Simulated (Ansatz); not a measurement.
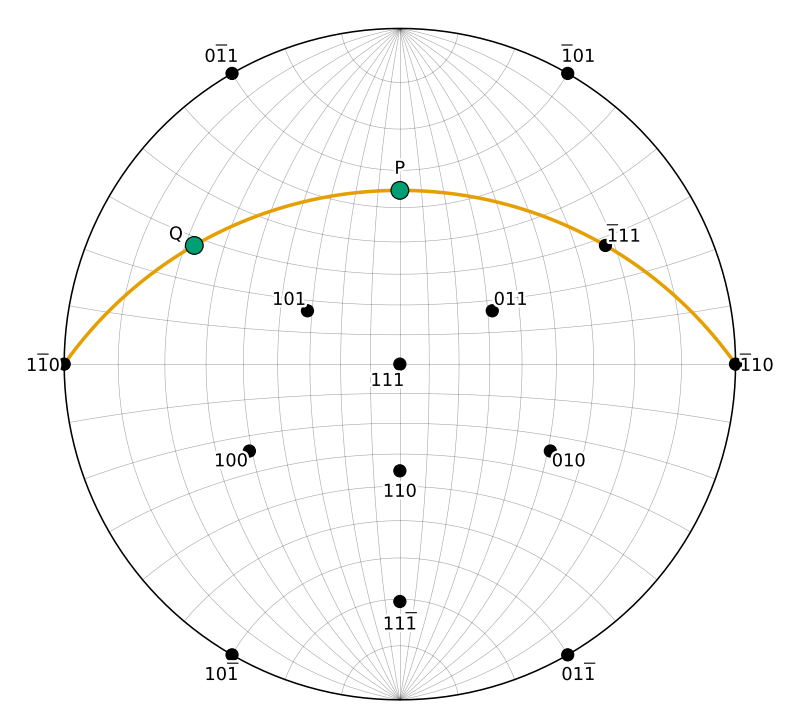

Stereographic projection of plane normals (upper hemisphere) centred on (1 1 1). Crystal: CdTe, the geometry relaxed (final pressure about 20 GPa) with DFT PBEsol, scalar-relativistic, plane waves, PAW in Ansatz 0.2.0. The drawing is computed from the coordinates (standard cell, symmetry found to 0.002 Å).

a = 5.951 Å, b = 5.951 Å, c = 5.951 Å, α = 90.00°, β = 90.00°, γ = 90.00°.

> Index the poles marked P, Q.

P is (0 0 1), 54.7° from the centre; Q is (1 −1 1), 70.5° from the centre.

> Which zone does the coloured great circle trace?

The zone [1 1 0]: its poles satisfy h + k = 0.

> What is the angle between the normals of (1 0 1) and (0 1 −1), and what are their d_hkl = 1/|g|?

120.0°; d = 4.208 Å and 4.208 Å.
